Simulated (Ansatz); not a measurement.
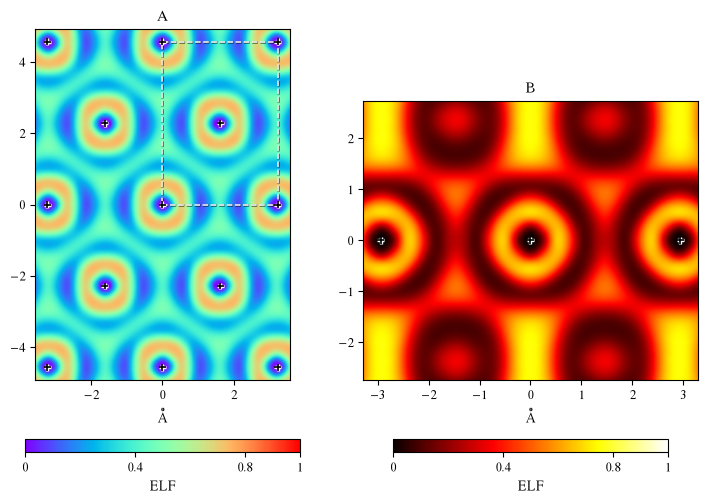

The ELF of 2 systems, each on a plane through atoms (crosses mark nuclei in the plane).

Method: Ansatz 0.2.0, DFT r2SCAN, scalar-relativistic, plane waves, PAW.

System 1: Ti, the (010) plane of the conventional cell. Space group P6₃/mmc; changed on purpose from its base cell (strain along c alone, the other axes held, atoms relaxed: +3.0 %); computed pressure about −3 GPa in this cell; computed without spin polarisation.

System 2: W, the (110) plane of the conventional cell. Space group Im-3m; a structure from a database of computed crystals, not necessarily the ambient phase; changed on purpose from its base cell (equal strain along all axes, cell held, atoms relaxed: +2.0 %); computed pressure about −17 GPa in this cell.

> Which map belongs to which system?

Panel A is system 2, W: the plane holds W. W–W (2.80 Å): the ELF is about 0.40 at the midpoint. Panel B is system 1, Ti: the plane holds Ti. Ti–Ti (2.94 Å): the ELF is about 0.25 at the midpoint: no shared electron pair shows on this line.
